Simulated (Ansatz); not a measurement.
Run report: Si13O24, geometry relaxation (part 2 of 3)

Si13O24 (defect cell, 37 atoms in the cell); DFT PBE, scalar-relativistic, plane waves, PAW, PAW set soft_1, no spin polarisation (Ansatz 0.2.0); cutoff 420 eV, 2×2×1 k-mesh, Fermi–Dirac smearing of 0.05 eV. The structure derives from an entry of the Crystallography Open Database. It belongs to a series of runs on one base structure; here: end point B relaxed.

## Output, continued
```
relax step  11: F+E_penalty+E_count = -21919.06379346 eV  Δ(F+E_penalty+E_count) = -1.231e-1 eV  max|allowed force component| = 5.482e-1 eV/Å  Δτ_max = 0.2000 Å  (6 SCF iters, dr2 threshold 5.39e-5 eV, accepted)
preconditioner: auto → Resta (q_TF=auto, 2.375 Å⁻¹)  ε∞=3.2  [insulator: Δε(μ)=1.923 eV  Ē_g=16.397 eV  σ=0.050 eV  W_gap=1.00  n_scr=102 (ndim 8)  ℏωp=24.5 eV  f_vac=0.075  D(μ)=0.00/eV (n_scr^D=0)  ε∞_Penn≈3.2]
relax step  12: F+E_penalty+E_count = -21919.14428345 eV  Δ(F+E_penalty+E_count) = -8.049e-2 eV  max|allowed force component| = 5.058e-1 eV/Å  Δτ_max = 0.2000 Å  (6 SCF iters, dr2 threshold 6.69e-5 eV, accepted)
preconditioner: auto → Resta (q_TF=auto, 2.375 Å⁻¹)  ε∞=3.2  [insulator: Δε(μ)=1.857 eV  Ē_g=16.354 eV  σ=0.050 eV  W_gap=1.00  n_scr=102 (ndim 8)  ℏωp=24.5 eV  f_vac=0.074  D(μ)=0.00/eV (n_scr^D=0)  ε∞_Penn≈3.2]
  Residual-converged pass: ⟨swp⟩=1.0  Hψ=556  notcnv=0  max |occ|·‖R‖ = 6.9e-9 eV (tolerance 1.0e-8 eV)  dr2=2.26e-5  dr2_onsite=3.70e-7  max |Δocc| = 3.5e-20
relax step  13: F+E_penalty+E_count = -21919.21783115 eV  Δ(F+E_penalty+E_count) = -7.355e-2 eV  max|allowed force component| = 2.738e-1 eV/Å  Δτ_max = 0.1657 Å  (5 SCF iters, dr2 threshold 1.00e-4 eV, accepted)
preconditioner: auto → Resta (q_TF=auto, 2.375 Å⁻¹)  ε∞=3.2  [insulator: Δε(μ)=1.943 eV  Ē_g=16.409 eV  σ=0.050 eV  W_gap=1.00  n_scr=102 (ndim 8)  ℏωp=24.5 eV  f_vac=0.076  D(μ)=0.00/eV (n_scr^D=0)  ε∞_Penn≈3.2]
relax step  14: F+E_penalty+E_count = -21919.26635725 eV  Δ(F+E_penalty+E_count) = -4.853e-2 eV  max|allowed force component| = 1.975e-1 eV/Å  Δτ_max = 0.2000 Å  (6 SCF iters, dr2 threshold 2.20e-5 eV, accepted)
preconditioner: auto → Resta (q_TF=auto, 2.375 Å⁻¹)  ε∞=3.2  [insulator: Δε(μ)=1.919 eV  Ē_g=16.400 eV  σ=0.050 eV  W_gap=1.00  n_scr=102 (ndim 8)  ℏωp=24.5 eV  f_vac=0.076  D(μ)=0.00/eV (n_scr^D=0)  ε∞_Penn≈3.2]
relax step  15: F+E_penalty+E_count = -21919.28619247 eV  Δ(F+E_penalty+E_count) = -1.984e-2 eV  max|allowed force component| = 1.404e-1 eV/Å  Δτ_max = 0.0752 Å  (6 SCF iters, dr2 threshold 1.14e-5 eV, accepted)
preconditioner: auto → Resta (q_TF=auto, 2.375 Å⁻¹)  ε∞=3.2  [insulator: Δε(μ)=1.927 eV  Ē_g=16.400 eV  σ=0.050 eV  W_gap=1.00  n_scr=102 (ndim 8)  ℏωp=24.5 eV  f_vac=0.075  D(μ)=0.00/eV (n_scr^D=0)  ε∞_Penn≈3.2]
relax step  16: F+E_penalty+E_count = -21919.28185258 eV  Δ(F+E_penalty+E_count) = +4.340e-3 eV  max|allowed force component| = 2.024e-1 eV/Å  Δτ_max = 0.0830 Å  (6 SCF iters, dr2 threshold 9.98e-6 eV, rejected (line search))
preconditioner: auto → Resta (q_TF=auto, 2.375 Å⁻¹)  ε∞=3.2  [insulator: Δε(μ)=1.912 eV  Ē_g=16.396 eV  σ=0.050 eV  W_gap=1.00  n_scr=102 (ndim 8)  ℏωp=24.5 eV  f_vac=0.076  D(μ)=0.00/eV (n_scr^D=0)  ε∞_Penn≈3.2]
relax step  17: F+E_penalty+E_count = -21919.29308485 eV  Δ(F+E_penalty+E_count) = -6.892e-3 eV  max|allowed force component| = 3.244e-2 eV/Å  Δτ_max = 0.0290 Å  (8 SCF iters, accepted)
preconditioner: auto → Resta (q_TF=auto, 2.375 Å⁻¹)  ε∞=3.2  [insulator: Δε(μ)=1.925 eV  Ē_g=16.397 eV  σ=0.050 eV  W_gap=1.00  n_scr=102 (ndim 8)  ℏωp=24.5 eV  f_vac=0.076  D(μ)=0.00/eV (n_scr^D=0)  ε∞_Penn≈3.2]
relax step  18: F+E_penalty+E_count = -21919.29363595 eV  Δ(F+E_penalty+E_count) = -5.511e-4 eV  max|allowed force component| = 2.226e-2 eV/Å  Δτ_max = 0.0215 Å  (7 SCF iters, accepted)
```

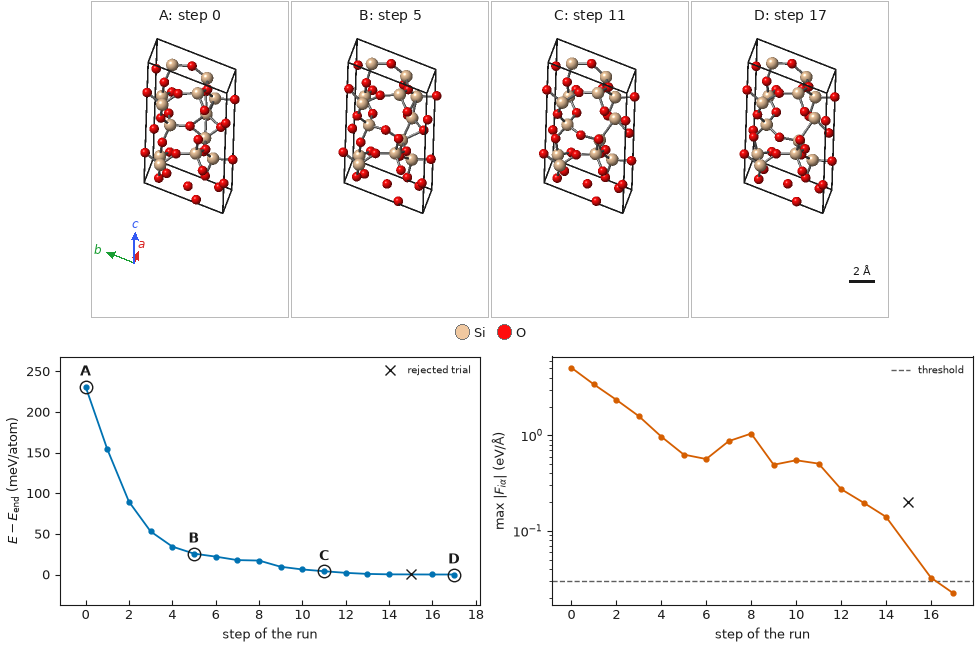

**Figure 1.** Frames of the relaxation (ball-and-stick view of the cell of the calculation (origin shifted), seen at an oblique angle) above the curves, on which the letters mark them (the first geometry is step 0 here and step 1 in the log).

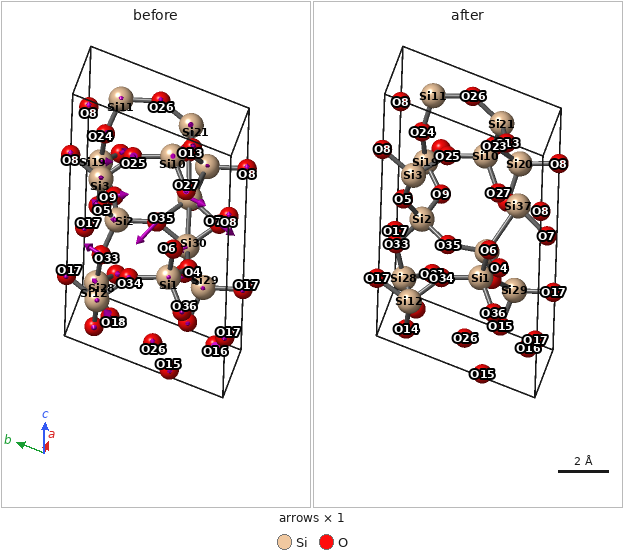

**Figure 2.** Before (left) and after (right) the relaxation, at one scale (ball-and-stick view of the cell of the calculation (origin shifted), seen at an oblique angle). The pink arrows give the displacements, at true length. After 17 geometry steps the energy has fallen by 231 meV per atom. Largest force component: 5.1 eV/Å at the start, 0.022 eV/Å at the end. The line search rejected the trial step at point 15 (counted from 0) and went back. The largest move is that of O35, 1.28 Å. By element the largest moves are O 1.28 Å, Si 0.98 Å. The cell doesn't change. Distances before and after: O35–Si37 1.955 → 3.324 Å, O23–Si37 1.916 → 2.981 Å, O7–Si30 1.576 → 2.529 Å, Si20–Si37 2.275 → 2.999 Å. Bonds break: O23–Si37 (1.92 → 2.98 Å), O35–Si37 (1.96 → 3.32 Å), O6–Si37 (2.06 → 2.64 Å), O7–Si30 (1.58 → 2.53 Å). Among the angles that change: O35–Si30–Si37 58.5° → 114.9°, O4–Si30–Si37 151.9° → 109.3°, O7–Si37–Si30 43.9° → 77.0°. (Atoms are counted from 1 in the order of the input.)

```
NSCF: frozen V_eff on 4 k-points
the band table was solved once a step of the walk had ended and its energy, with any forces and stress, was formed, with the checks that follow a solve (3190 applications of the Hamiltonian). They found nothing against the state; the energy, forces and stress were not computed again (output.eigenvalues in the input reference)
Free energy (F): -21919.293636 eV
Harris-Foulkes:  -21919.293636 eV  (|F-HF|=1.06e-8)
Internal energy: -21919.293636 eV  (E = F + TS)
E sigma→0 (E₀):  -21919.293636 eV
Fermi energy:    7.021313 eV
--- Per-component energies (eV) ---
  E_band       = -696.587540
  E_kinetic    = 4710.223089
  E_local      = -11373.539416  (includes V_loc(G=0)·N_el)
  E_nonlocal   = 1545.194924
  E_hartree    = 4177.713983
  E_xc         = -2471.758017
  E_vxc        = -2839.498445  (∫ρ·V_xc dr)
  E_paw        = -10582.150197  (= ΣΔE_a)
  E_vpaw       = -1094.416817  (= ΣTr[D̂ρ^β])
  E_aug_tail   = 0.019877  (compensation charges beyond the density's cutoff)
  E_ewald      = -7924.997879
  E_smearing   = -0.000000  (= −TS)
  E_closure    = 0.000000  (closes the sum)
  Σ components = -21919.293636   (vs F -21919.293636, Δ=0.00e0)
--- Forces (eV/Å), atoms counted from 1 ---
  atom   1  Si    -0.00452389    -0.00524057     0.00588368
  atom   2  Si     0.01215565    -0.00163506     0.01421791
  atom   3  Si    -0.00939225    -0.00344933    -0.00352923
  atom   4  O      0.00379663     0.00402013     0.00212621
  atom   5  O     -0.00583543    -0.00090869     0.00122628
  atom   6  O      0.00183643     0.00173603    -0.00762181
  atom   7  O      0.01542472    -0.00830850     0.01759629
  atom   8  O      0.00891623    -0.00318831    -0.00208055
  atom   9  O     -0.00531480     0.00339157    -0.00715668
  atom  10  Si     0.00538055     0.00673689     0.00130278
  atom  11  Si    -0.00026120    -0.00207359    -0.00875767
  atom  12  Si    -0.00130469     0.00600349     0.00300033
  atom  13  O     -0.00098987     0.00453031     0.00504534
  atom  14  O      0.00254508     0.00046358    -0.00083584
  atom  15  O     -0.00016635    -0.00475155    -0.00529919
  atom  16  O      0.00076252    -0.00365468     0.00372254
  atom  17  O      0.00171329    -0.00038480    -0.00028833
  atom  18  O     -0.00492630    -0.00918062    -0.00493709
  atom  19  Si     0.02081313    -0.00695916     0.00933609
  atom  20  Si    -0.00536148    -0.00148938     0.00847163
  atom  21  Si     0.01371610     0.00857591    -0.00621864
  atom  22  O     -0.00981076     0.00606316    -0.00021990
  atom  23  O      0.00123056     0.00862942    -0.00482631
  atom  24  O      0.00124892     0.00411662    -0.00247488
[...]
  atom  25  O      0.00029740    -0.00307839    -0.00035621
  atom  26  O     -0.00322217     0.00675947     0.00295556
  atom  27  O     -0.00350534    -0.00166087     0.00150982
  atom  28  Si    -0.00433440    -0.00204456    -0.00392473
  atom  29  Si     0.00110834     0.00254013    -0.00282751
  atom  30  Si    -0.02225997    -0.01300659    -0.00685379
  atom  31  O      0.00196577     0.00093931     0.00280258
  atom  32  O     -0.00187149    -0.00445078    -0.00002462
  atom  33  O      0.00129635     0.00063021    -0.00415269
  atom  34  O      0.00210646    -0.00274063     0.00331892
  atom  35  O     -0.00062968     0.00624167     0.00094462
  atom  36  O     -0.00182825     0.00270487     0.00069880
  atom  37  Si    -0.01076508     0.00413712    -0.01178610
  max |Σ_I F_I| component: 1.38e-5 eV/Å
--- Band table (eV) ---
  k-point 0: bands = ["-16.3419", "-15.8146", "-15.7215", "-15.6752", "-15.3854", "-15.3680", "-15.1867", "-14.9248", "-14.8268", "-14.7807", "-14.7359", "-14.5472", "-14.3833", "-14.2845", "-14.2698", "-14.2267", "-14.2117", "-14.1614", "-14.1564", "-14.1485", "-14.0740", "-14.0293", "-13.8821", "-13.8566", "-5.1680", "-5.1080", "-5.0681", "-4.9321", "-4.8237", "-4.1356", "-4.0493", "-3.9301", "-3.1805", "-3.1710", "-3.0247", "-2.5405", "-2.3634", "-2.2849", "-2.2264", "-2.2065", "-2.0787", "-1.9710", "-1.9468", "-1.8925", "-1.6649", "-1.5387", "-1.5167", "-1.4255", "-0.7294", "-0.2339", "-0.1951", "-0.1613", "-0.1223", "-0.0669", "0.1419", "0.2152", "0.2601", "0.3152", "0.3577", "0.5085", "0.5952", "0.6841", "0.8127", "0.8763", "0.9626", "1.0474", "1.1261", "1.1971", "1.3430", "1.3679", "1.4543", "1.5017", "1.5712", "1.6877", "1.7327", "1.7673", "1.8326", "1.8617", "1.9438", "1.9678", "2.0108", "2.0649", "2.1390", "2.1794", "2.1949", "2.2652", "2.4092", "2.4390", "2.5025", "2.6253", "2.6915", "2.7620", "2.8002", "2.8393", "2.9751", "3.2026", "3.2430", "6.0398", "8.0463", "9.1016", "10.1340", "10.8996", "11.2252", "11.5203", "11.7122", "11.8380", "11.9389", "12.1183", "12.2226", "12.3183", "12.4341", "12.5721", "12.6319", "12.7579", "12.8532", "12.9901", "13.1296", "13.2209", "13.2640", "13.3947", "13.4038", "13.5233", "13.6252", "13.8503", "13.9362", "14.0413", "14.0556", "14.1646", "14.2751", "14.4124", "14.4789", "14.5308", "14.6773", "14.8604", "14.9042"]
  k-point 1: bands = ["-16.0959", "-16.0437", "-15.8107", "-15.6287", "-15.4068", "-15.3103", "-15.2411", "-15.1827", "-14.8414", "-14.6613", "-14.5945", "-14.5431", "-14.3409", "-14.2890", "-14.2642", "-14.2329", "-14.2190", "-14.1735", "-14.1526", "-14.1156", "-14.0533", "-14.0127", "-13.9170", "-13.8347", "-5.5096", "-5.3825", "-5.1303", "-4.8496", "-4.2302", "-4.1235", "-3.9821", "-3.9339", "-3.2247", "-2.9616", "-2.7671", "-2.6795", "-2.5109", "-2.4059", "-2.3455", "-2.2213", "-2.1349", "-2.0598", "-1.9667", "-1.8652", "-1.6661", "-1.5467", "-1.5151", "-1.3010", "-0.4388", "-0.3867", "-0.2673", "-0.2351", "-0.1342", "0.0253", "0.0699", "0.2090", "0.2616", "0.3817", "0.3858", "0.5454", "0.6270", "0.6668", "0.7316", "0.8837", "0.9487", "1.0094", "1.0761", "1.2552", "1.3302", "1.3832", "1.4229", "1.5758", "1.6063", "1.6370", "1.6951", "1.7976", "1.8278", "1.8448", "1.9004", "1.9478", "2.0152", "2.0617", "2.1080", "2.1590", "2.1745", "2.2365", "2.3761", "2.4729", "2.5373", "2.6504", "2.6996", "2.7150", "2.8616", "2.9191", "2.9916", "3.0716", "3.3817", "6.0219", "8.0914", "9.4335", "10.4797", "10.6382", "11.2061", "11.4722", "11.6401", "11.7703", "11.9509", "12.0730", "12.0834", "12.1595", "12.2762", "12.4939", "12.6894", "12.8045", "12.8237", "12.9621", "13.0323", "13.0976", "13.1709", "13.4056", "13.5583", "13.6018", "13.6638", "13.7419", "13.8323", "13.8814", "13.9632", "14.1096", "14.3068", "14.4694", "14.4840", "14.6314", "14.6878", "14.8018", "14.9128"]
  k-point 2: bands = ["-16.0848", "-16.0411", "-15.7791", "-15.6635", "-15.4001", "-15.3515", "-15.3054", "-15.1225", "-14.8902", "-14.6801", "-14.5414", "-14.4182", "-14.3621", "-14.3013", "-14.2582", "-14.2298", "-14.2117", "-14.1787", "-14.1508", "-14.1264", "-14.0557", "-14.0287", "-13.9113", "-13.8711", "-5.4977", "-5.4055", "-5.1555", "-4.8732", "-4.3051", "-4.1621", "-3.9890", "-3.8199", "-3.3068", "-2.8604", "-2.7570", "-2.6892", "-2.5212", "-2.3208", "-2.2739", "-2.2307", "-2.1213", "-1.9912", "-1.9629", "-1.8851", "-1.6609", "-1.5903", "-1.5127", "-1.3228", "-0.7327", "-0.2411", "-0.2071", "-0.1262", "-0.0845", "0.0439", "0.1971", "0.2203", "0.3636", "0.4032", "0.4244", "0.4822", "0.6282", "0.6779", "0.7369", "0.9175", "0.9550", "0.9788", "1.0673", "1.1086", "1.2210", "1.2993", "1.3737", "1.4348", "1.5942", "1.6409", "1.6785", "1.7143", "1.7858", "1.8522", "1.8880", "1.9286", "2.0137", "2.0637", "2.1463", "2.1910", "2.2109", "2.3316", "2.4139", "2.4596", "2.5140", "2.5540", "2.6061", "2.7353", "2.8373", "2.9361", "3.0634", "3.1431", "3.3491", "6.0279", "7.9655", "9.8650", "10.4598", "10.5948", "11.0720", "11.4774", "11.6635", "11.8314", "11.8804", "12.1200", "12.2778", "12.3450", "12.3901", "12.5261", "12.5821", "12.7915", "12.8320", "12.8909", "13.1116", "13.1549", "13.2341", "13.3186", "13.3756", "13.5315", "13.6489", "13.7737", "13.9136", "13.9892", "14.0613", "14.1420", "14.2170", "14.2803", "14.4345", "14.6281", "14.7018", "14.8389", "14.8681"]
```
